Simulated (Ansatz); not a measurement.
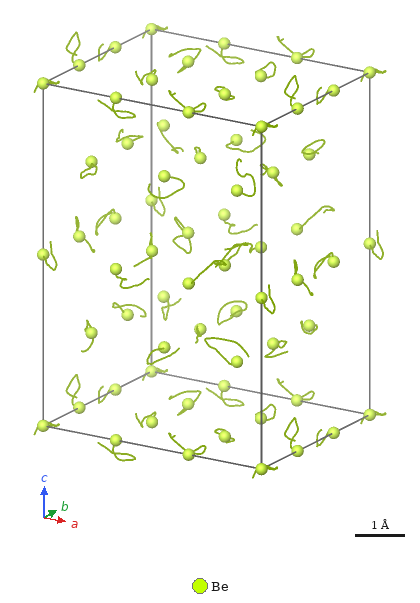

First-principles dynamics of a 36-atom cell of Be, 68 fs long. The cell was cut from the hcp crystal. Lines trace each atom's path, in the colour of its element; spheres stand at the starting positions. Seen slightly off an axis in the simulation cell.

Theory: DFT PBE, scalar-relativistic, plane waves, PAW (Ansatz 0.2.0). Settings: plane-wave cutoff 420 eV; k-point mesh 2 × 2 × 2; Fermi-Dirac smearing 0.36 eV; low-accuracy preset; Langevin thermostat (NVT); set temperature 4200 K; time step 0.75 fs; friction 0.02 per fs.

Question: What do the traces tell about the motion?

Answer: Root-mean-square distances from the starting positions over the second half, with the common drift of all atoms taken out: Be 0.50 Å. The run lasts only 68 fs, too short to tell vibration from diffusion. Over the second half the temperature averages 3265 K (spread ±526 K). The potential energy is still drifting at the end, so the run hasn't reached equilibrium. The potential energy in the second half lies on average 506 meV per atom above the first frame.

Limits of the set-up: the k-point mesh is coarse for a cell with partly filled bands; the program's low-accuracy preset was used.

Cost: 7.8 min on 1 thread of AMD EPYC 7R13 Processor (Zen 3), with other jobs on the host, peak memory 0.72 GiB.
